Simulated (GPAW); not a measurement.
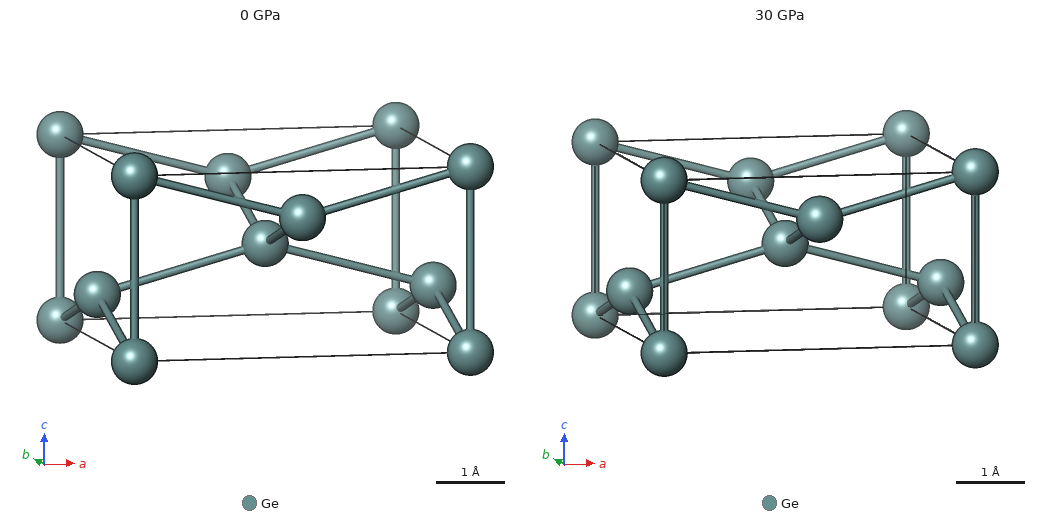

Ge, β-tin type, space group I4₁/amd (No. 141), relaxed (cell and atoms) under a series of hydrostatic pressures; the conventional cell is drawn at the lowest and the highest, to one scale (sticks follow a distance rule). The start was a structure listed in the Materials Project. This isn't the form of Ge at room conditions, which is diamond.

Alike in all runs: GPAW 26.7.0; functional PBEsol; potentials PAW data sets generated in the run's folder for this functional; cutoff 600 eV; k mesh 9 × 9 × 9 on the run's cell of 2 atoms; occupations fermi-dirac, width 0.05 eV; no spin polarisation; no spin-orbit coupling.

| pressure (GPa) | volume (Å³/atom) | a (Å) | c (Å) |
| --- | --- | --- | --- |
| 0.0 | 18.331 | 5.128 | 2.788 |
| 2.1 | ? | ? | ? |
| 5.0 | 17.350 | 5.044 | 2.727 |
| 10.1 | 16.587 | 4.976 | 2.679 |
| 20.0 | 15.475 | 4.836 | 2.647 |
| 30.1 | 14.664 | 4.750 | 2.600 |

Question: Fit a third-order Birch-Murnaghan equation to the rows given and use it to fill in the volume that is left out.

Answer: The fit gives V0 = 18.34 Å³/atom, B0 = 79 GPa and B0′ = 4.8, which puts the volume at 2.1 GPa at 17.89 Å³/atom. The run gave volume 17.889 Å³/atom; a 5.087 Å; c 2.765 Å.

Question: Which axis yields most up to 30 GPa?

Answer: The axes shrink nearly alike: a −7.4 %, c −6.8 %, against −20.0 % in volume.

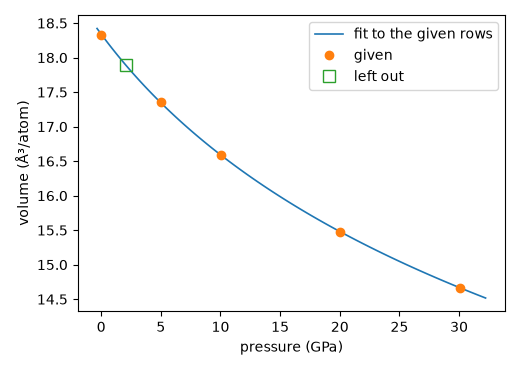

Volume against pressure, with the fit. The structure was kept in its own symmetry, so a change to another phase within this range wouldn't be seen.

Caveat: later steps reuse the first step's grids.
